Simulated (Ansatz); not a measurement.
**Single-point calculation of TaN (part 3 of 3)**

Continued. System: TaN (P6₃mc, 8 atoms in the cell). Method: DFT PBE+U, scalar-relativistic, plane waves, PAW, Ueff = 2 eV on Ta atom 1 d; Ueff = 2 eV on Ta atom 2 d; Ueff = 2 eV on Ta atom 5 d; Ueff = 2 eV on Ta atom 6 d, spin-polarised (Ansatz 0.2.0); cutoff 420 eV, 7×7×4 k-mesh, Gaussian smearing of 0.05 eV, collinear spins. The structure derives from an entry of the Crystallography Open Database. It belongs to a series of runs on one base structure; here: antiferromagnetic start, free.

Geometry of the input (Å; fractional positions):
```
3.0500  0.0000  0.0000
-3.0500  5.2828  0.0000
0.0000  0.0000  4.9400
Ta 0.3333  0.3333  0.0000
Ta 0.6667  0.1667  0.5000
N  0.3333  0.3333  0.3850
N  0.6667  0.1667  0.8850
Ta 0.3333  0.8333  0.0000
Ta 0.6667  0.6667  0.5000
N  0.3333  0.8333  0.3850
N  0.6667  0.6667  0.8850
```

Output, continued
```
--- Occupation matrices: 4 shells (run DFT+U table (all-electron-ortho-atomic); ε = 8.86e-4) ---
  Ta0 d_5D: site group C3v (3m); on the run's cell Cs (m)
  Ta0 d_5D up     Tr n = 2.0204  λ = 0.352 0.354 0.421 0.446 0.447  [xz 0.72 (E 1.00) E(1.00)/A''(1.00) | yz 0.73 (E 1.00) E(1.00)/A'(1.00) | z2 1.00 (T2 1.00) A1(1.00)/A'(1.00) | 2× x2-y2 0.36 (T2 1.00) E(1.00)/A'(0.50)]
  Ta0 d_5D dn     Tr n = 2.0204  λ = 0.352 0.354 0.421 0.446 0.447  [xz 0.72 (E 1.00) E(1.00)/A''(1.00) | yz 0.73 (E 1.00) E(1.00)/A'(1.00) | z2 1.00 (T2 1.00) A1(1.00)/A'(1.00) | 2× x2-y2 0.36 (T2 1.00) E(1.00)/A'(0.50)]
  specified occupation → Ta0 d_5D up: matrix, ‖Δ‖_F = 0.9650, Tr Δ = -0.0204, displaced = 1.0573, d_λ = 0.9650; orbital distance = 0.0018
  specified occupation → Ta0 d_5D dn: matrix, ‖Δ‖_F = 0.8641, Tr Δ = -1.9204, displaced = 0.9602, d_λ = 0.8641; orbital distance = 0.0000
  Ta1 d_5D: site group C3v (3m); on the run's cell Cs (m)
  Ta1 d_5D up     Tr n = 2.0204  λ = 0.352 0.354 0.421 0.446 0.447  [xz 0.72 (E 1.00) E(1.00)/A''(1.00) | yz 0.73 (E 1.00) E(1.00)/A'(1.00) | z2 1.00 (T2 1.00) A1(1.00)/A'(1.00) | 2× x2-y2 0.36 (T2 1.00) E(1.00)/A'(0.50)]
  Ta1 d_5D dn     Tr n = 2.0204  λ = 0.352 0.354 0.421 0.446 0.447  [xz 0.72 (E 1.00) E(1.00)/A''(1.00) | yz 0.73 (E 1.00) E(1.00)/A'(1.00) | z2 1.00 (T2 1.00) A1(1.00)/A'(1.00) | 2× x2-y2 0.36 (T2 1.00) E(1.00)/A'(0.50)]
  specified occupation → Ta1 d_5D up: matrix, ‖Δ‖_F = 0.8641, Tr Δ = -1.9204, displaced = 0.9602, d_λ = 0.8641; orbital distance = 0.0000
  specified occupation → Ta1 d_5D dn: matrix, ‖Δ‖_F = 0.9650, Tr Δ = -0.0204, displaced = 1.0573, d_λ = 0.9650; orbital distance = 0.0018
  Ta4 d_5D: site group C3v (3m); on the run's cell Cs (m)
  Ta4 d_5D up     Tr n = 2.0204  λ = 0.352 0.354 0.421 0.446 0.447  [xz 0.72 (E 1.00) E(1.00)/A''(1.00) | yz 0.73 (E 1.00) E(1.00)/A'(1.00) | z2 1.00 (T2 1.00) A1(1.00)/A'(1.00) | 2× x2-y2 0.36 (T2 1.00) E(1.00)/A'(0.50)]
  Ta4 d_5D dn     Tr n = 2.0204  λ = 0.352 0.354 0.421 0.446 0.447  [xz 0.72 (E 1.00) E(1.00)/A''(1.00) | yz 0.73 (E 1.00) E(1.00)/A'(1.00) | z2 1.00 (T2 1.00) A1(1.00)/A'(1.00) | 2× x2-y2 0.36 (T2 1.00) E(1.00)/A'(0.50)]
  specified occupation → Ta4 d_5D up: matrix, ‖Δ‖_F = 0.9650, Tr Δ = -0.0204, displaced = 1.0573, d_λ = 0.9650; orbital distance = 0.0018
  specified occupation → Ta4 d_5D dn: matrix, ‖Δ‖_F = 0.8641, Tr Δ = -1.9204, displaced = 0.9602, d_λ = 0.8641; orbital distance = 0.0000
  Ta5 d_5D: site group C3v (3m); on the run's cell Cs (m)
  Ta5 d_5D up     Tr n = 2.0204  λ = 0.352 0.354 0.421 0.446 0.447  [xz 0.72 (E 1.00) E(1.00)/A''(1.00) | yz 0.73 (E 1.00) E(1.00)/A'(1.00) | z2 1.00 (T2 1.00) A1(1.00)/A'(1.00) | 2× x2-y2 0.36 (T2 1.00) E(1.00)/A'(0.50)]
  Ta5 d_5D dn     Tr n = 2.0204  λ = 0.352 0.354 0.421 0.446 0.447  [xz 0.72 (E 1.00) E(1.00)/A''(1.00) | yz 0.73 (E 1.00) E(1.00)/A'(1.00) | z2 1.00 (T2 1.00) A1(1.00)/A'(1.00) | 2× x2-y2 0.36 (T2 1.00) E(1.00)/A'(0.50)]
  specified occupation → Ta5 d_5D up: matrix, ‖Δ‖_F = 0.8641, Tr Δ = -1.9204, displaced = 0.9602, d_λ = 0.8641; orbital distance = 0.0000
  specified occupation → Ta5 d_5D dn: matrix, ‖Δ‖_F = 0.9650, Tr Δ = -0.0204, displaced = 1.0573, d_λ = 0.9650; orbital distance = 0.0018
  Tr n, λ and their labels are of the run-group-symmetrised matrices; stabiliser: 16 of 16 elements of G0×{1,Θ} (closed), max defect 3.7e-6 at τ = 1.9e-4
```

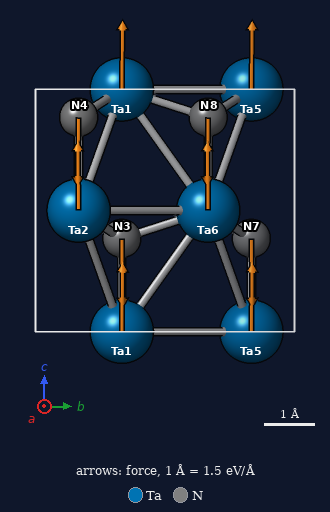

**Figure 1.** Forces on the atoms as orange arrows (ball-and-stick view of the cell of the calculation, along the a axis; atoms are numbered from 1 in the order of the input). The largest act on all 4 N atoms (2.17 eV/Å); all 4 Ta atoms (2.17 eV/Å). The geometry is not a stationary point of this energy.

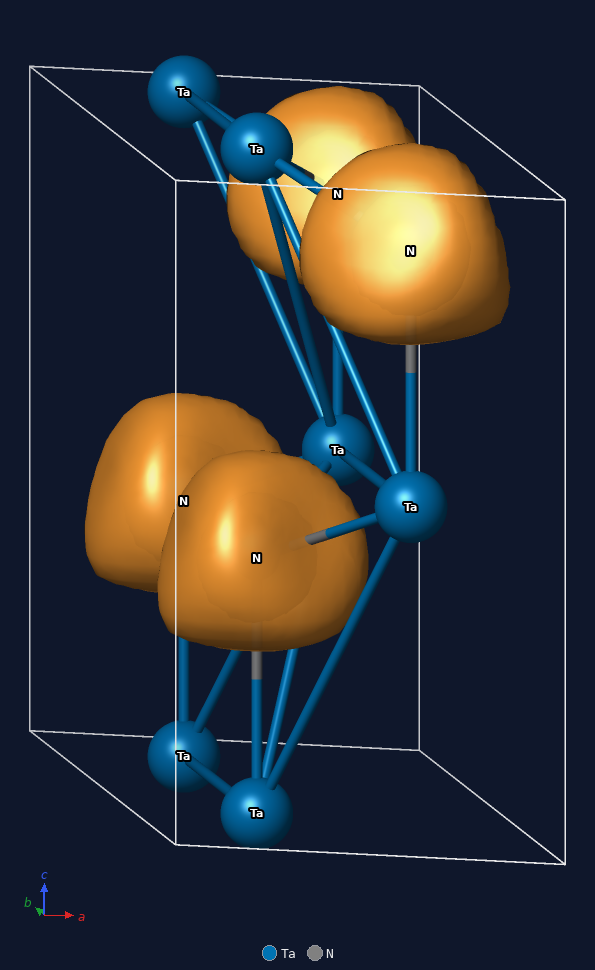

**Figure 2.** Isosurface of the electron localisation function at 0.7 (orange), seen slightly off an axis. Core shells and regions of very low density are left out. Sticks mark near contacts. The outline is the calculation cell. Profiles from the grid: Ta–N (1.85 Å): the ELF peaks at about 0.80 in the valence shell of N, 0.6 Å from its nucleus, and drops to about 0.30 between the two atoms. Ta–Ta (3.03 Å): the ELF is about 0.45 at the midpoint; no shared electron pair. Core electrons are frozen (PAW), so the fields are smoothed inside the atomic spheres.

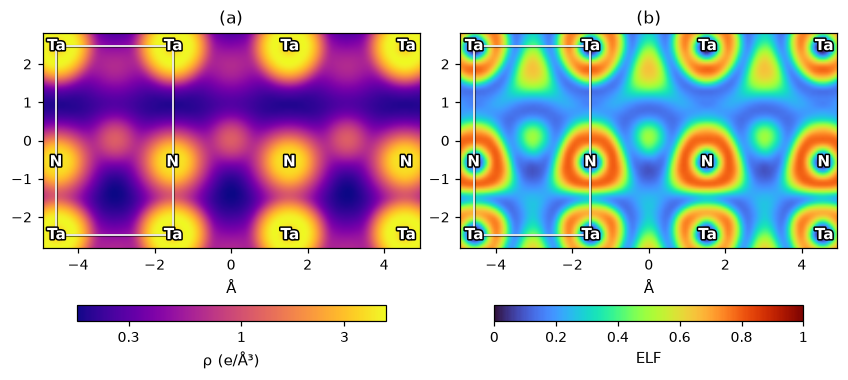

**Figure 3.** (a) valence electron density; (b) electron localisation function on the (010) plane of the calculation cell. The plane passes through Ta and N nuclei. Ta–Ta (3.05 Å): ρ at the midpoint is about 0.44 e/Å³; the ELF is about 0.45 at the midpoint; no localised pair between them. Ta–N (1.90 Å): ρ at the midpoint is about 1.2 e/Å³; the ELF peaks at about 0.80 in the valence shell of N, 0.6 Å from its nucleus, and drops to about 0.30 between the two atoms (no shared pair; the contact is polar). Away from the nuclei the density in this plane falls to 0.17 e/Å³ at its lowest. The strong features right at Ta lie inside the PAW spheres (semicore, d or f shells) and say nothing about bonding.

Key numbers

```tsv
quantity	value
outcome	converged
space group (tolerance 0.01 Å)	P6₃mc (186)
electrons treated	72
free energy	−41250.3560 eV
Fermi energy	22.844 eV
gap on the k-point mesh	none (metallic)
net moment of the cell	0.00 μB
integrated absolute moment	0.00 μB
pressure	139.01 GPa
largest force (length of the vector)	2.170 eV/Å
wall time	29 s (CPU time 1.9 min)
peak memory	0.71 GiB
```

Notes

The program warns: some starting moments were not kept; the typed occupations were not kept. Spin–orbit coupling is left out, which matters for Ta. The cell is under a pressure of 139 GPa at this level, so it is not at its equilibrium volume.
